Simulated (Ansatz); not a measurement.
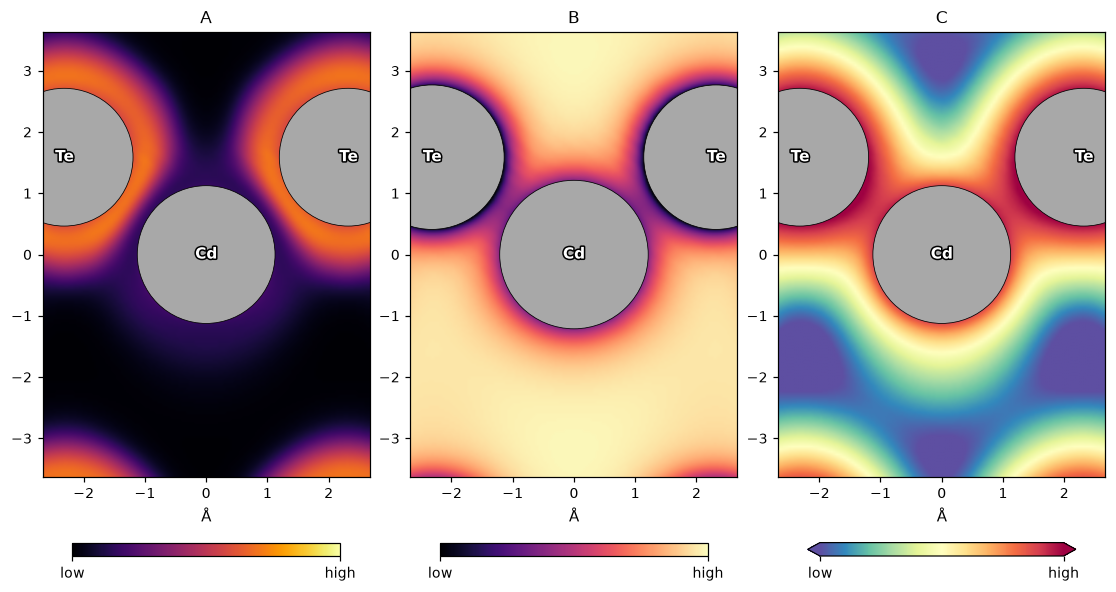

CdTe: 3 fields on the (100) plane of the conventional cell, with unlabelled colour scales. Grey discs cover the atomic cores.

Space group Imm2; started from the zincblende prototype; changed on purpose from its base cell (atom 1 (Cd) moved 0.05 A along y).

These are results of DFT r2SCAN, scalar-relativistic, plane waves, PAW (Ansatz 0.2.0), not measurements.

> Match the panels to the quantities (electron localisation function, electrostatic potential energy of an electron and valence pseudo-density).

Panel A: electron localisation function. Panel B: electrostatic potential energy of an electron (low next to the atoms, rising into the space between them). Panel C: valence pseudo-density. From the grid: Cd–Te (2.81 Å): the density is about 0.35 e/Å³ at the midpoint; the ELF peaks at about 0.70 in the valence shell of Te, 1.2 Å from its nucleus, and is about 0.50 at the midpoint.
